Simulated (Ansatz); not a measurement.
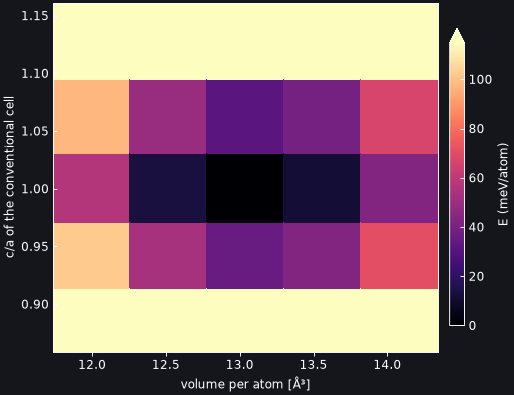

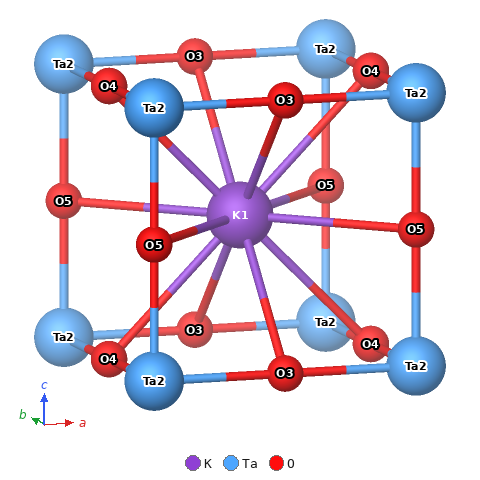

Energy landscape of KTaO3 (Pm-3m, No. 221; 5 atoms in the cell). The energy is mapped over volume and the cell's shape. First axis: volume per atom. Second axis: c/a of the conventional cell. Nothing is relaxed (symmetry fixes all fractional coordinates). The scan uses a 5 × 5 grid. Points are written as (first, second). All energies are given in meV/atom relative to the lowest grid point. The calculation used Ansatz 0.2.0, DFT PBE, scalar-relativistic, plane waves, PAW. Settings: cutoff 520 eV, k-mesh 8×8×8, gaussian smearing 0.05 eV, no spin polarisation.

The picture shows one coloured cell a grid point, one colour for all values above the top of the scale. The second picture is the structure at the lowest point

**Where are the wells?**

The lowest grid point is at (13.04 Å³, 1.000). It is the only kind of minimum in the scanned range. The highest grid point, (12.00 Å³, 0.886), lies 249 meV/atom above the lowest. Round the minimum the two coordinates are nearly uncoupled. The gap on the k-mesh is 2.2 eV at the lowest point and runs from 1.7 to 2.3 eV over the map.

The values on the grid:

```tsv
c/a of the conventional cell ↓, volume per atom →	12.00	12.52	13.04	13.56	14.08
1.128	214	152	122	118	135
1.062	97	49	32	39	67
1.000	57	13	0	12	43
0.942	102	53	36	43	71
0.886	249	185	153	147	163
```

Each point was launched as `ansatz run input.yaml --threads 1 --pin off --max-ram 2048MiB --backend cpu --events-out ev --progress --plain --runs-dir out`. Time for the 25 points that were run: 3 min on 1 thread of Arm Neoverse V2, on a shared host.
